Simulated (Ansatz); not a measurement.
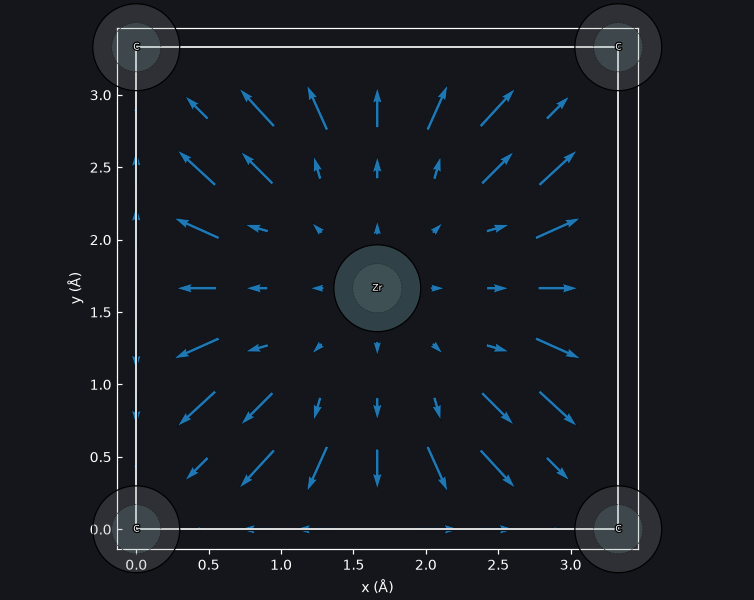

H on a ZrC(100) slab cut from the Fm-3m phase, its upper half relaxed before the scan (24 atoms of substrate and one adsorbate in a 2 × 2 cell). 
- H is moved over the surface cell; relaxed at each place: the height of the adsorbate's atoms; substrate rigid; the origin of the map has the adsorbate above C21.
- Places are given modulo a cell vector. The map is drawn in real space over the plane of the surface.
- The grid has 8 × 8 points; 15 points were computed and 49 follow by symmetry.
- Places are given in fractions of the 1 × 1 surface cell.
- Computed with Ansatz, DFT PBE, scalar-relativistic, plane waves, PAW. Settings: cutoff 420 eV, k-mesh 4×4×1, gaussian smearing 0.1 eV, no spin polarisation.

In the figure: arrows along the force (downhill), their lengths compressed, labelled circles for the atoms of the top layer and small ones for the second layer, the outline of one cell of the plane.

The arrows alone are given. Where is the energy lowest?

The arrows converge at the top site over a surface C atom, (0/8, 0/8) of the cell vectors (read from the interpolated surface).

The energy map of the same scan:

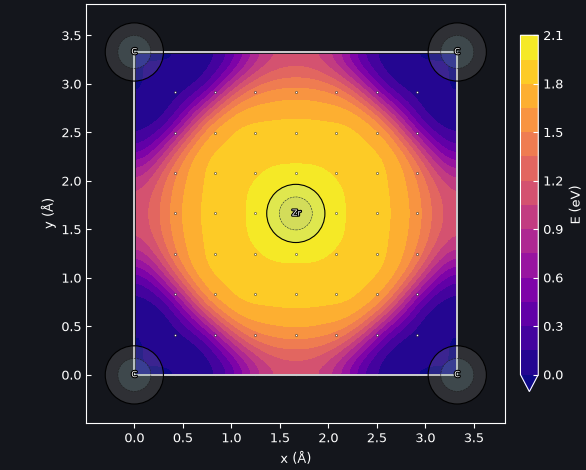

Energies are in eV, from the lowest grid point; between grid points the surface is interpolated.
